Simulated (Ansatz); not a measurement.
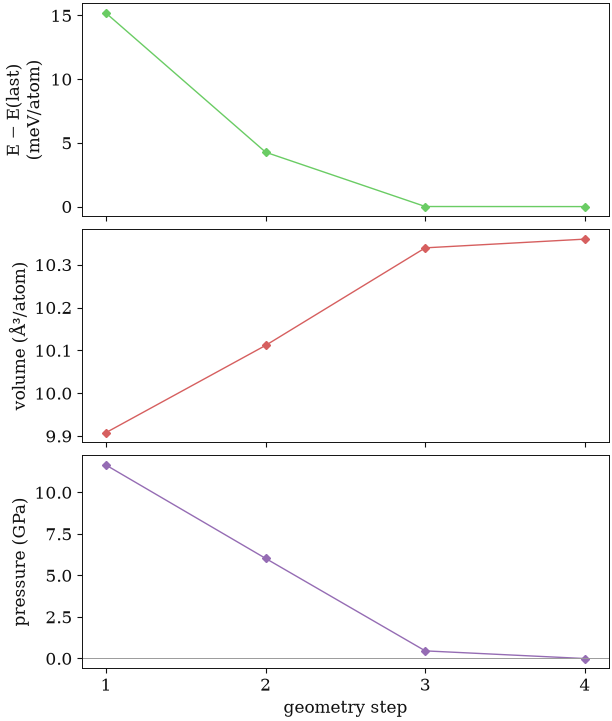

History of a geometry optimisation. Atoms and cell relax. A closing SCF on a freshly chosen basis isn't drawn.

```
crystal:
  lattice:
    - [0.0, 1.704724, 1.704724]
    - [1.704724, 0.0, 1.704724]
    - [1.704724, 1.704724, 0.0]
  atoms:
    - { symbol: Ni, position: [0.0, 0.0, 0.0] }
  symmetry: { tolerance: 0.0003 }
kpoints:
  mp_grid: { grid: [9, 9, 9], shift: [0, 0, 0] }
magnetization:
  spin_polarized: false
scf:
  occupations: { method: cold, width: 0.0173 }
hamiltonian:
  pseudopotentials: { kind: paw }
  xc: r2scan
basis:
  ecutwfc: 500
  ecutrho_ratio: 6
output:
  forces: true
  stress: true
  eigenvalues: true
  write_density: true
  write_potential: true
  elf: true
  volumetric_format: npy
relax:
  max_steps: 40
  cell: {}
```

Run as:
```bash
ansatz run input.yaml --threads 1 --pin off --max-ram 2560MiB --backend cpu --events-out ev --progress --plain --runs-dir out
```

Question: How did the optimisation end?

Answer: The optimisation met its thresholds at geometry 4, counting the start as the first. The energy fell by about 15 meV/atom from the first step to the last. All forces vanish by symmetry, so only the cell moves.

Question: Was the starting cell too large or too small?

Answer: The volume grows from 9.91 to 10.36 Å³ per atom (+4.6 %), as the pressure goes from 12 GPa to about 0 GPa. The start was compressed.
